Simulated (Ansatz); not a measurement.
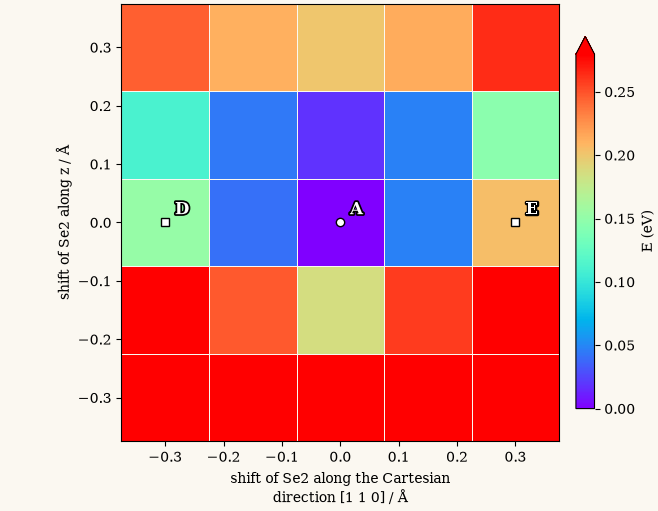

SnSe₂ (P-3m1, No. 164; 3 atoms in the cell). Atom Se2 is moved over a plane while all other atoms and the cell stay fixed (its periodic images move with it) (x along [1 0 0], y along [1 2 0], z along [0 0 1] of the conventional cell). Coordinates scanned: (1) shift of Se2 along the Cartesian direction [1 1 0]; (2) shift of Se2 along z. Grid: 5 × 5 points. Points are written as (first, second). Energies: eV per cell, counted from the lowest grid point. The reference cell is the one listed in the database, not relaxed at this level. The k-mesh is coarse, so small energy differences aren't converged. Method: Ansatz 0.2.0, DFT PBEsol, scalar-relativistic, plane waves, PAW. Settings: cutoff 420 eV, k-mesh 6×6×4 (coarse) in the order of the run's cell vectors, gaussian smearing 0.05 eV, no spin polarisation.

In the figure: one coloured cell a grid point, one colour for all values above the top of the scale, lettered points.

Q: Rank the lettered points by energy, lowest first.

A: A (0.00 eV), D (0.15 eV), E (0.20 eV).
